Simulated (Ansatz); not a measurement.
# Cu: a changed input and its effect

System: Cu (2 atoms in the cell).
Method of run A: Kohn-Sham DFT of a periodic cell, PBE, Ansatz PAW, no spin polarisation (Ansatz 0.2.0).

The structure derives from a Materials Project entry. Text and figures count atoms from 1; the logs count them from 0 in places.

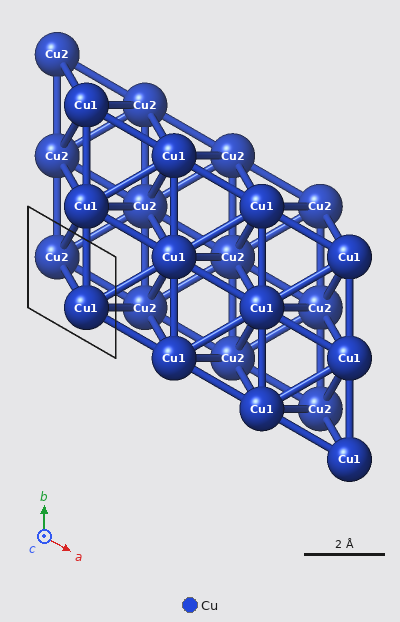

Fig. 1: The input geometry (ball-and-stick view of the cell of the calculation, repeated 4 × 3 × 1, along the c axis; atoms are numbered from 1 in the order of the input). Near neighbours in the crystal (not all of them lie inside the picture): Cu has 12 Cu at 2.52 to 2.53 Å.

Input, run A:
```yaml
crystal:
  lattice:
    - [2.5340966698, 0.0, 0.0]
    - [-1.2670483349, 2.1945920917, 0.0]
    - [0.0, 0.0, 4.112571]
  atoms:
    - { symbol: Cu, position: [0.6666666667, 0.3333333333, 0.75] }
    - { symbol: Cu, position: [0.3333333333, 0.6666666667, 0.25] }
hamiltonian:
  xc: pbe
  pseudopotentials: { kind: paw }
kpoints:
  mp_grid: { grid: [12, 12, 7] }
scf:
  occupations: { method: fermi_dirac, width: 0.05 }
output:
  forces: true
  stress: true
  eigenvalues: true
```

Launched with:
```bash
ansatz run input.yaml --threads 2 --pin off --max-ram 5120MiB --backend cpu --events-out ev --progress --plain --runs-dir out
```

Hardware: 2 threads of AMD EPYC (Zen 3), 192 GiB of memory available, shared host.

Output, shortened to warnings, some set-up lines, iterations and results (run A):
```
Basis set: ecut = 420 eV, 451 PW (Γ), exchange–correlation on 36×36×60 points (8 copies of the dense FFT grid, shifted against one another)
Symmetry: 24 space group operations
k-points: 76 of 1008
Initial density: superposition of atomic densities (neutral atoms: chi_scale 0, normalization atom), corrected by the library's trained network
[...]
SCF iter   1: F=—  HF=-13250.296122 eV  |F-HF|=—  |Δ(HF+E_count)|=         —  Δρ=1.62e-3  dr2=2.15e-4  ethr=1.77e-3  ⟨swp⟩=5.4  Hψ=6593  notcnv=0
SCF iter   2: F=—  HF=-13250.296513 eV  |F-HF|=—  |Δ(HF+E_count)|=   3.91e-4  Δρ=1.03e-3  dr2=1.01e-4  ethr=5.66e-7  ⟨swp⟩=2.5  Hψ=4060  notcnv=0
SCF iter   3: F=—  HF=-13250.296582 eV  |F-HF|=—  |Δ(HF+E_count)|=   6.93e-5  Δρ=3.68e-4  dr2=1.57e-5  ethr=2.67e-7  ⟨swp⟩=2.0  Hψ=2580  notcnv=0
SCF iter   4: F=—  HF=-13250.296567 eV  |F-HF|=—  |Δ(HF+E_count)|=   1.56e-5  Δρ=4.19e-5  dr2=1.94e-7  ethr=4.14e-8  ⟨swp⟩=2.2  Hψ=2714  notcnv=0
SCF iter   5: F=-13250.296567 eV  HF=-13250.296567 eV  |F-HF|=6.25e-9  |Δ(HF+E_count)|=   2.06e-9  Δρ=9.33e-6  dr2=4.61e-9  ethr=5.10e-10  ⟨swp⟩=2.0  Hψ=2618  notcnv=0
SCF iter   6: F=-13250.296567 eV  HF=-13250.296567 eV  |F-HF|=3.26e-9  |Δ(HF+E_count)|=   1.14e-8  Δρ=2.20e-6  dr2=3.57e-10  ethr=1.21e-11  ⟨swp⟩=2.4  Hψ=5758  notcnv=0
SCF 1 converged in 6 iterations: F = -13250.296567 eV  dr2 = 3.57e-10
SCF converged after 6 iterations
Free energy (F): -13250.296567 eV
Harris-Foulkes:  -13250.296567 eV  (|F-HF|=3.26e-9)
Internal energy: -13250.288562 eV  (E = F + TS)
E sigma→0 (E₀):  -13250.292564 eV
Entropy (-TS):   -0.008004 eV (-4.002 meV/atom)
Fermi energy:    17.438410 eV
--- Per-component energies (eV) ---
  E_band       = -694.949774
  E_kinetic    = 600.809986
  E_local      = -7982.454294  (includes V_loc(G=0)·N_el)
  E_nonlocal   = 778.935202
  E_hartree    = 3520.902317
  E_xc         = -179.767085
  E_vxc        = -232.035994  (∫ρ·V_xc dr)
  E_paw        = -3324.877961  (= ΣΔE_a)
  E_vpaw       = -902.008200  (= ΣTr[D̂ρ^β])
  E_aug_tail   = 0.000564  (compensation charges beyond the density's cutoff)
  E_ewald      = -6663.837290
  E_smearing   = -0.008004  (= −TS)
  E_closure    = -0.000000  (closes the sum)
  Σ components = -13250.296567   (vs F -13250.296567, Δ=0.00e0)
--- Forces (eV/Å), atoms counted from 1 ---
  atom   1  Cu     0.00000000    -0.00000000     0.00000000
  atom   2  Cu    -0.00000000     0.00000000    -0.00000000
  max |Σ_I F_I| component: 0.00e0 eV/Å
--- Stress (GPa, compression-positive) ---
        7.189979      -0.000000       0.000000
        0.000000       7.189979       0.000000
        0.000000       0.000000       7.641231
  P = ⅓ Tr σ = 7.3404 GPa (73.404 kbar)
```

The input of run B differs as follows (lines with − go, lines with + come):
```diff
-    - { symbol: Cu, position: [0.6666666667, 0.3333333333, 0.75] }
-    - { symbol: Cu, position: [0.3333333333, 0.6666666667, 0.25] }
+    - { symbol: Cu, position: [0.669715, 0.350339, 0.743926] }
+    - { symbol: Cu, position: [0.354591, 0.666897, 0.248665] }
```

How does run B compare with run A?

With the same functional and potentials, run B lies 3.2 meV per atom higher. The largest force goes from 0.000 to 0.212 eV/Å. The number of SCF iterations is the same. The irreducible k-points go from 76 to 506.

Output, shortened to warnings, some set-up lines, iterations and results (run B):
```
Basis set: ecut = 420 eV, 451 PW (Γ), exchange–correlation on 36×36×60 points (8 copies of the dense FFT grid, shifted against one another)
Symmetry: 2 space group operations
k-points: 506 of 1008
Initial density: superposition of atomic densities (neutral atoms: chi_scale 0, normalization atom), corrected by the library's trained network
[...]
SCF iter   1: F=—  HF=-13250.289767 eV  |F-HF|=—  |Δ(HF+E_count)|=         —  Δρ=1.61e-3  dr2=2.12e-4  ethr=1.77e-3  ⟨swp⟩=5.5  Hψ=43759  notcnv=0
SCF iter   2: F=—  HF=-13250.290163 eV  |F-HF|=—  |Δ(HF+E_count)|=   3.96e-4  Δρ=1.02e-3  dr2=1.01e-4  ethr=5.58e-7  ⟨swp⟩=2.5  Hψ=27028  notcnv=0
SCF iter   3: F=—  HF=-13250.290231 eV  |F-HF|=—  |Δ(HF+E_count)|=   6.76e-5  Δρ=3.86e-4  dr2=1.78e-5  ethr=2.65e-7  ⟨swp⟩=2.0  Hψ=17184  notcnv=0
SCF iter   4: F=—  HF=-13250.290220 eV  |F-HF|=—  |Δ(HF+E_count)|=   1.09e-5  Δρ=4.33e-5  dr2=2.09e-7  ethr=4.70e-8  ⟨swp⟩=2.1  Hψ=17155  notcnv=0
SCF iter   5: F=-13250.290220 eV  HF=-13250.290220 eV  |F-HF|=4.16e-9  |Δ(HF+E_count)|=   8.01e-9  Δρ=1.14e-5  dr2=2.05e-8  ethr=5.51e-10  ⟨swp⟩=2.0  Hψ=17201  notcnv=0
SCF iter   6: F=-13250.290220 eV  HF=-13250.290220 eV  |F-HF|=1.44e-8  |Δ(HF+E_count)|=   1.24e-8  Δρ=4.81e-6  dr2=1.63e-8  ethr=5.40e-11  ⟨swp⟩=2.8  Hψ=42415  notcnv=0
SCF 1 converged in 6 iterations: F = -13250.290220 eV  dr2 = 1.63e-8
SCF converged after 6 iterations
Free energy (F): -13250.290220 eV
Harris-Foulkes:  -13250.290220 eV  (|F-HF|=1.44e-8)
Internal energy: -13250.282315 eV  (E = F + TS)
E sigma→0 (E₀):  -13250.286267 eV
Entropy (-TS):   -0.007905 eV (-3.952 meV/atom)
Fermi energy:    17.439057 eV
--- Per-component energies (eV) ---
  E_band       = -695.010569
  E_kinetic    = 600.823298
  E_local      = -7984.212065  (includes V_loc(G=0)·N_el)
  E_nonlocal   = 778.933993
  E_hartree    = 3521.741684
  E_xc         = -179.772626
  E_vxc        = -232.043554  (∫ρ·V_xc dr)
  E_paw        = -3324.872524  (= ΣΔE_a)
  E_vpaw       = -901.996440  (= ΣTr[D̂ρ^β])
  E_aug_tail   = 0.000547  (compensation charges beyond the density's cutoff)
  E_ewald      = -6662.924621
  E_smearing   = -0.007905  (= −TS)
  E_closure    = -0.000000  (closes the sum)
  Σ components = -13250.290220   (vs F -13250.290220, Δ=0.00e0)
--- Forces (eV/Å), atoms counted from 1 ---
  atom   1  Cu     0.11175294    -0.06181983     0.16913786
  atom   2  Cu    -0.11175294     0.06181983    -0.16913786
  max |Σ_I F_I| component: 0.00e0 eV/Å
--- Stress (GPa, compression-positive) ---
        7.694523      -0.933939       0.111248
       -0.933939       6.681120      -0.062025
        0.111248      -0.062025       7.996501
  P = ⅓ Tr σ = 7.4574 GPa (74.574 kbar)
```

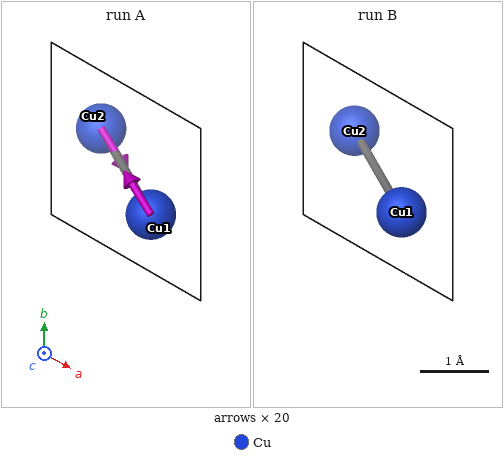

Fig. 2: The two input geometries at one scale (ball-and-stick view of the cell of the calculation, along the c axis). The pink arrows on the first give the shifts of the atoms relative to the cell, with their mean removed, magnified 20 times. The largest moves, 0.040 Å, are those of Cu1 and Cu2. (The mean shift of all atoms is removed.) The cell doesn't change. Among the contacts that change: Cu1–Cu2 2.524 → 2.464 Å.

The two runs side by side:

```csv
quantity,run A,run B
outcome,converged,converged
free energy per atom (eV),−6625.1483,−6625.1451
"energy per atom, smearing taken to zero (eV)",−6625.1463,−6625.1431
gap on the mesh (eV),0.00,0.00
pressure (GPa),7.34,7.46
largest force (eV/Å),0.000,0.212
SCF iterations,6,6
irreducible k-points,76,506
plane waves at Γ,451,451
wall time (shared host),1.1 s,5.4 s
```

For run A: The cell is under a pressure of 7.3 GPa at this level, so it is not at its equilibrium volume. For run B: The cell is under a pressure of 7.5 GPa at this level, so it is not at its equilibrium volume.
